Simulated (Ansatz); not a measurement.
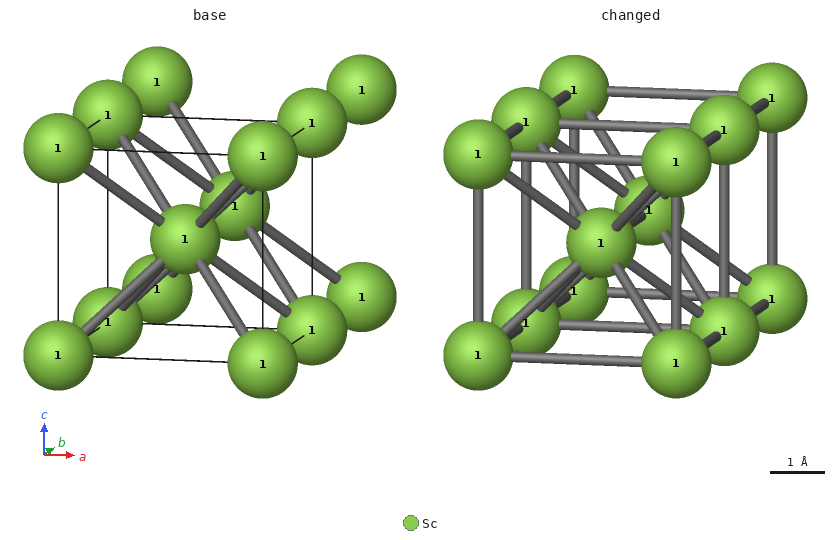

Left: a symmetric starting cell of Sc (made from another compound by putting Sc in place of Al). Right: the same structure after one change, at the same scale. A ball-and-stick model of the conventional cell (2 times the calculation's cell), repeated 1 × 2 × 1 with one cell outlined, seen slightly off an axis. Lengths and directions refer to the drawn axes.

These are results of DFT PBEsol, scalar-relativistic, plane waves, PAW (Ansatz 0.2.0), not measurements. Settings: plane-wave cutoff 420 eV; k-point mesh 16 × 16 × 16; occupations gaussian; smearing width 0.1 eV; no spin polarisation.

> What was changed?

All lengths are scaled by −3.1 % (volume −8.9 %), the atoms keeping their fractional coordinates. No relaxation follows. The starting cell wasn't computed here and needn't be at equilibrium, so pressure and forces aren't due to the change alone.

> What does the change do?

The pressure is −7.1 GPa (not all of it need come from the change, since the unchanged cell can be under pressure at this level too). All forces vanish by symmetry. Some distances before and after: Sc–Sc 3.956 → 3.834 Å, Sc–Sc 3.426 → 3.321 Å. The space group stays Im-3m (No. 229).
